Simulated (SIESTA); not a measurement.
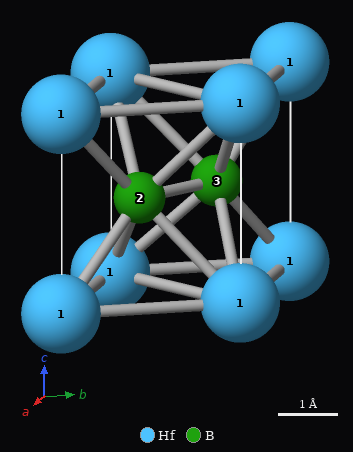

Starting structure of solid HfB2 (set up in P1). A ball-and-stick model of the cell of the calculation, seen slightly off an axis.

The run lets cell and atoms move, from this start: atoms moved at random by about 0.05 A.

Computed with Kohn-Sham DFT of a periodic cell, SVWN5, PseudoDojo 0.4 standard NC, numerical atomic orbitals in SIESTA 5.4.2.

Input file:
```python
from ase.spacegroup import crystal
from ase.calculators.siesta import Siesta
from ase.units import Ry, GPa
from ase.optimize import LBFGS
from ase.filters import FrechetCellFilter

atoms = crystal(
    ['Hf', 'B', 'B'],
    basis=[(0.00407, 0.996216, 0.997027), (0.673524, 0.34355, 0.491307), (0.31739, 0.675133, 0.484549)],
    spacegroup=1,  # P1
    cellpar=[3.14, 3.14, 3.48, 90.0, 90.0, 120.0],
)

fdf = {
    'SCFMustConverge': False,
    'XC.Mix': ['2', 'LDA LIBXC-00-LDA_X 1.0 0.0', 'LDA LIBXC-00-LDA_C_VWN 0.0 1.0'],
    'DM.InitSpin': ['  1   0.500     0.00     0.00', '  2   0.000     0.00     0.00', '  3   0.000     0.00     0.00'],
    'OccupationFunction': 'FD',
    'ElectronicTemperature': '0.05 eV',
    'MaxSCFIterations': '200',
    'SCF.Mixer.Method': 'Broyden',
    'SCF.Mixer.Weight': '0.5',
    'SCF.Mixer.History': '2',
    'SCF.DM.Tolerance': '5.0e-05',
    'SCF.H.Tolerance': '1.0e-03 eV',
    'Diag.Algorithm': 'MRRR',
    'WriteForces': 'true',
    'Charge.Mulliken': 'end',
    'Charge.Hirshfeld': 'end',
    'Charge.Voronoi': 'end',
    'SaveRho': 'true',
    'SaveElectrostaticPotential': 'true',
}
calc = Siesta(
    label="HfB2",
    command="siesta < PREFIX.fdf > PREFIX.out",
    pseudo_path="pseudos",
    pseudo_qualifier="",
    xc=('GGA', 'PBE'),
    basis_set="SZ",
    mesh_cutoff=300 * Ry,
    energy_shift=0.002 * Ry,
    kpts=[7, 7, 6],
    spin="non-collinear",
    fdf_arguments=fdf,
)
atoms.calc = calc

opt = LBFGS(FrechetCellFilter(atoms), trajectory="relax.traj")
converged = opt.run(fmax=0.01, steps=40)
print("converged:", converged)
print("cell (A):", atoms.cell.cellpar().round(5))
print("scaled positions:")
print(atoms.get_scaled_positions().round(6))
print(f"energy = {atoms.get_potential_energy():.6f} eV")
free = atoms.get_potential_energy(force_consistent=True)
print(f"free energy = {free:.6f} eV")
print("forces (eV/A):")
print(atoms.get_forces(apply_constraint=False).round(6))
print("stress (GPa, Voigt order, tension positive):", (atoms.get_stress() / GPa).round(4))
```

Run as
```bash
python run.py
```

The structure:
```xyz
3
Lattice="3.1400 0.0000 0.0000 -1.5700 2.7193 0.0000 0.0000 0.0000 3.4800" Properties=species:S:1:pos:R:3 pbc="T T T"
Hf   -1.5513    2.7090    3.4697
B     1.5755    0.9342    1.7097
B    -0.0634    1.8359    1.6862
```

> Where does the relaxation end?

The largest move relative to the cell is that of B3, 0.056 Å roughly along [2 −1 1]. Largest moves by element: B 0.056 Å, Hf 0.045 Å. The volume changes by −0.7 %, with a 3.140 → 3.150 Å (+0.3 %), b 3.140 → 3.151 Å (+0.3 %), c 3.480 → 3.432 Å (−1.4 %). Among the contacts that change: Hf1–B3 2.583 → 2.500 Å, Hf1–B3 (another image) 2.420 → 2.500 Å, B2–B3 1.751 → 1.819 Å, B2–B3 (another image) 1.871 → 1.819 Å. The space group (tolerance 0.01 Å) goes from P1 (No. 1) to P6/mmm (No. 191). Over 9 geometry steps the energy falls by 28.1 meV per atom. Largest force component: 1.5 eV/Å at the start, 0.0045 eV/Å at the end. Pressure: −0.75 GPa at the start and 0.07 GPa at the end.

History of the run:

```csv
step,"E − E(0), meV/atom","largest force component, eV/Å","pressure, GPa","volume, Å³/atom"
0,0.00,1.5309,-0.75,9.905
1,-17.40,0.8195,-1.21,9.898
2,-26.54,0.1218,-0.92,9.874
3,-27.09,0.1143,-0.65,9.863
4,-27.71,0.0815,-0.14,9.843
5,-27.92,0.0692,0.09,9.834
6,-28.05,0.0600,0.20,9.829
7,-28.10,0.0429,0.19,9.829
8,-28.12,0.0126,0.12,9.831
9,-28.12,0.0045,0.07,9.832
```

The end point in the same view:

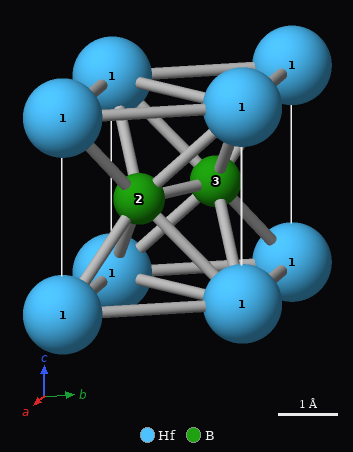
